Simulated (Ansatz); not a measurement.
## LiF: a failed or faulty run and its cure

System: LiF (2 atoms in the cell).
Method of the first run: DFT, PBEsol, plane waves, PAW, no spin polarisation (Ansatz 0.2.0).

The structure was built on a prototype by a generator. Some settings of this run were made unusual or wrong on purpose. The geometry comes from this level: r2SCAN. Text and figures count atoms from 1; the logs count them from 0 in places.

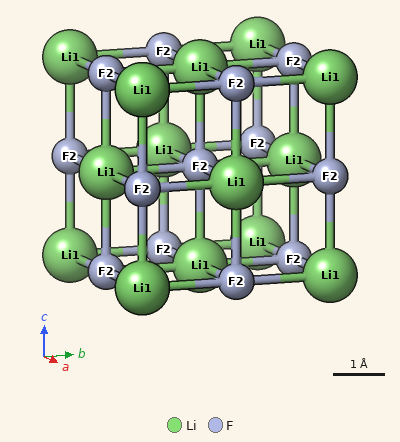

The structure as given in the input (ball-and-stick view of the cell 4 times as large as that of the calculation, set on its symmetry axes, seen slightly off an axis; atoms are numbered from 1 in the order of the input). Near neighbours in the crystal (not all of them lie inside the picture): Li has 6 F at 1.99 Å; F has 6 Li at 1.99 Å.

**Input, the first run**
```yaml
crystal:
  lattice:
    - [0.0, 1.9948717434, 1.9948717434]
    - [1.9948717434, 0.0, 1.9948717434]
    - [1.9948717434, 1.9948717434, 0.0]
  atoms:
    - { symbol: Li, position: [0.0, 0.0, 0.0] }
    - { symbol: F, position: [0.5, 0.5, 0.5] }
kpoints:
  mp_grid: { grid: [1, 1, 1] }
hamiltonian:
  xc: pbesol
scf:
  occupations: { method: fixed }
  n_extra_bands: 4
output:
  forces: true
  stress: true
  eigenvalues: true
```

Command:
```bash
ansatz run input.yaml --threads 4 --pin off --max-ram 3686MiB --backend cpu --events-out ev --progress --plain --runs-dir out
```

Hardware: 4 threads of an x86-64 CPU, shared host.

**Output, shortened to warnings, some set-up lines, iterations and results (the first run)**
```
Basis set: ecut = 420 eV, 331 PW (Γ), exchange–correlation on 40×40×40 points (8 copies of the dense FFT grid, shifted against one another)
Symmetry: 48 space group operations
k-points: 1
Initial density: superposition of atomic densities (neutral atoms: chi_scale 0, normalization atom), corrected by the library's trained network
[...]
SCF iter   1: F=—  HF=-1000.144229 eV  |F-HF|=—  |Δ(HF+E_count)|=         —  Δρ=1.32e-1  dr2=2.02e0  ethr=1.77e-3  ⟨swp⟩=3.0  Hψ=46  notcnv=0
SCF iter   2: F=—  HF=-999.507842 eV  |F-HF|=—  |Δ(HF+E_count)|=   6.36e-1  Δρ=4.99e-2  dr2=1.17e-1  ethr=1.77e-3  ⟨swp⟩=3.0  Hψ=26  notcnv=0  defer=1
SCF iter   3: F=—  HF=-999.516786 eV  |F-HF|=—  |Δ(HF+E_count)|=   8.94e-3  Δρ=1.65e-2  dr2=1.74e-2  ethr=1.17e-3  ⟨swp⟩=3.0  Hψ=17  notcnv=0
SCF iter   4: F=—  HF=-999.532779 eV  |F-HF|=—  |Δ(HF+E_count)|=   1.60e-2  Δρ=6.03e-4  dr2=2.86e-5  ethr=1.74e-4  ⟨swp⟩=4.0  Hψ=18  notcnv=0
SCF iter   5: F=—  HF=-999.532358 eV  |F-HF|=—  |Δ(HF+E_count)|=   4.21e-4  Δρ=9.49e-5  dr2=5.71e-7  ethr=2.86e-7  ⟨swp⟩=3.0  Hψ=15  notcnv=0
SCF iter   6: F=-999.532359 eV  HF=-999.532359 eV  |F-HF|=9.40e-10  |Δ(HF+E_count)|=   5.65e-7  Δρ=5.18e-6  dr2=1.93e-9  ethr=1.00e-9  ⟨swp⟩=6.0  Hψ=48  notcnv=0
SCF 1 converged in 6 iterations: F = -999.532359 eV  dr2 = 1.93e-9
SCF converged after 6 iterations
Free energy (F): -999.532359 eV
Harris-Foulkes:  -999.532359 eV  (|F-HF|=9.40e-10)
Internal energy: -999.532359 eV  (E = F + TS)
E sigma→0 (E₀):  -999.532359 eV
Fermi energy:    3.965162 eV
--- Per-component energies (eV) ---
  E_band       = -87.783328
  E_kinetic    = 243.373589
  E_local      = -658.864645  (includes V_loc(G=0)·N_el)
  E_nonlocal   = 45.907139
  E_hartree    = 240.449741
  E_xc         = -90.563300
  E_vxc        = -116.824160  (∫ρ·V_xc dr)
  E_paw        = -217.407817  (= ΣΔE_a)
  E_vpaw       = -82.277620  (= ΣTr[D̂ρ^β])
  E_aug_tail   = 0.002335  (compensation charges beyond the density's cutoff)
  E_ewald      = -562.471844
  E_core_change = 0.042443  (= ΣΔE_core)
  E_smearing   = -0.000000  (= −TS)
  E_closure    = -0.000000  (closes the sum)
  Σ components = -999.532359   (vs F -999.532359, Δ=0.00e0)
--- Forces (eV/Å), atoms counted from 1 ---
  atom   1  Li    -0.00000000    -0.00000000     0.00000000
  atom   2  F     -0.00000000    -0.00000000     0.00000000
  max |Σ_I F_I| component: 5.52e-27 eV/Å
--- Stress (GPa, compression-positive) ---
       86.554018       0.000000       0.000000
        0.000000      86.554018       0.000000
       -0.000000       0.000000      86.554018
  P = ⅓ Tr σ = 86.5540 GPa (865.540 kbar)
```

What should be changed in this input?

Answer. Some settings of this run were drawn to be unusual or wrong. It converged; results that depend on the unusual settings are not reference values.

A run of the same system that converges differs from this input as follows (lines with − go, lines with + come):
```diff
-  mp_grid: { grid: [1, 1, 1] }
+  mp_grid: { grid: [8, 8, 8] }
```

**Output, shortened to warnings, some set-up lines, iterations and results (the second run)**
```
Basis set: ecut = 420 eV, 331 PW (Γ), exchange–correlation on 40×40×40 points (8 copies of the dense FFT grid, shifted against one another)
Symmetry: 48 space group operations
k-points: 29 of 512
Initial density: superposition of atomic densities (neutral atoms: chi_scale 0, normalization atom), corrected by the library's trained network
[...]
SCF iter   1: F=—  HF=-1006.564217 eV  |F-HF|=—  |Δ(HF+E_count)|=         —  Δρ=1.43e-2  dr2=1.97e-2  ethr=1.77e-3  ⟨swp⟩=3.9  Hψ=1448  notcnv=0  defer=47
SCF iter   2: F=—  HF=-1006.556687 eV  |F-HF|=—  |Δ(HF+E_count)|=   7.53e-3  Δρ=4.52e-3  dr2=1.43e-3  ethr=1.97e-4  ⟨swp⟩=2.8  Hψ=662  notcnv=0  defer=53
SCF iter   3: F=—  HF=-1006.556135 eV  |F-HF|=—  |Δ(HF+E_count)|=   5.52e-4  Δρ=8.01e-4  dr2=5.78e-5  ethr=1.43e-5  ⟨swp⟩=2.6  Hψ=420  notcnv=0  defer=56
SCF iter   4: F=—  HF=-1006.556117 eV  |F-HF|=—  |Δ(HF+E_count)|=   1.75e-5  Δρ=2.42e-4  dr2=3.36e-6  ethr=5.78e-7  ⟨swp⟩=2.0  Hψ=420  notcnv=0  defer=28
SCF iter   5: F=—  HF=-1006.556117 eV  |F-HF|=—  |Δ(HF+E_count)|=   7.32e-7  Δρ=3.85e-5  dr2=1.86e-7  ethr=3.36e-8  ⟨swp⟩=2.3  Hψ=371  notcnv=0  defer=28
SCF iter   6: F=-1006.556117 eV  HF=-1006.556117 eV  |F-HF|=2.88e-9  |Δ(HF+E_count)|=   2.65e-8  Δρ=6.20e-6  dr2=4.87e-9  ethr=1.00e-9  ⟨swp⟩=5.1  Hψ=1160  notcnv=0
SCF 1 converged in 6 iterations: F = -1006.556117 eV  dr2 = 4.87e-9
SCF converged after 6 iterations
Free energy (F): -1006.556117 eV
Harris-Foulkes:  -1006.556117 eV  (|F-HF|=2.88e-9)
Internal energy: -1006.556117 eV  (E = F + TS)
E sigma→0 (E₀):  -1006.556117 eV
Fermi energy:    1.136454 eV
--- Per-component energies (eV) ---
  E_band       = -115.086647
  E_kinetic    = 230.160028
  E_local      = -630.912146  (includes V_loc(G=0)·N_el)
  E_nonlocal   = 40.866958
  E_hartree    = 219.662413
  E_xc         = -90.389609
  E_vxc        = -116.710628  (∫ρ·V_xc dr)
  E_paw        = -213.516487  (= ΣΔE_a)
  E_vpaw       = -77.819767  (= ΣTr[D̂ρ^β])
  E_aug_tail   = 0.002128  (compensation charges beyond the density's cutoff)
  E_ewald      = -562.471844
  E_core_change = 0.042443  (= ΣΔE_core)
  E_smearing   = -0.000000  (= −TS)
  E_closure    = -0.000000  (closes the sum)
  Σ components = -1006.556117   (vs F -1006.556117, Δ=0.00e0)
--- Forces (eV/Å), atoms counted from 1 ---
  atom   1  Li    -0.00000000     0.00000000     0.00000000
  atom   2  F      0.00000000     0.00000000     0.00000000
  max |Σ_I F_I| component: 2.71e-29 eV/Å
--- Stress (GPa, compression-positive) ---
        1.002375       0.000000       0.000000
        0.000000       1.002375       0.000000
        0.000000      -0.000000       1.002375
  P = ⅓ Tr σ = 1.0024 GPa (10.024 kbar)
```

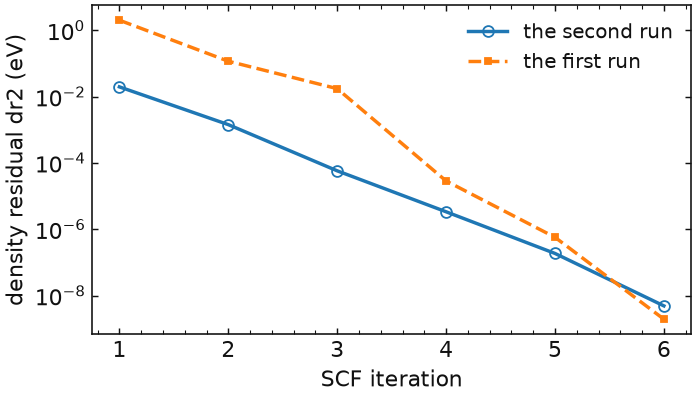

Convergence of the two runs: density residual dr2 against the SCF iteration. The second run takes 6 iterations in all, and the first run takes 6.

**The two runs side by side**

| quantity | the first run | the second run |
| --- | --- | --- |
| outcome | converged | converged |
| free energy per atom (eV) | −499.7662 | −503.2781 |
| gap on the mesh (eV) | 7.80 | 9.17 |
| pressure (GPa) | 86.55 | 1.00 |
| largest force (eV/Å) | 0.000 | 0.000 |
| SCF iterations | 6 | 6 |
| irreducible k-points | 1 | 29 |
| plane waves at Γ | 331 | 331 |
| wall time (shared host) | 0.96 s | 1.2 s |

The free energy of the second run is 3511.9 meV per atom lower, which measures how much it depends on this numerical setting. The gap on the mesh goes from 7.80 to 9.17 eV. The pressure goes from 86.55 to 1.00 GPa. The number of SCF iterations is the same. The irreducible k-points go from 1 to 29.
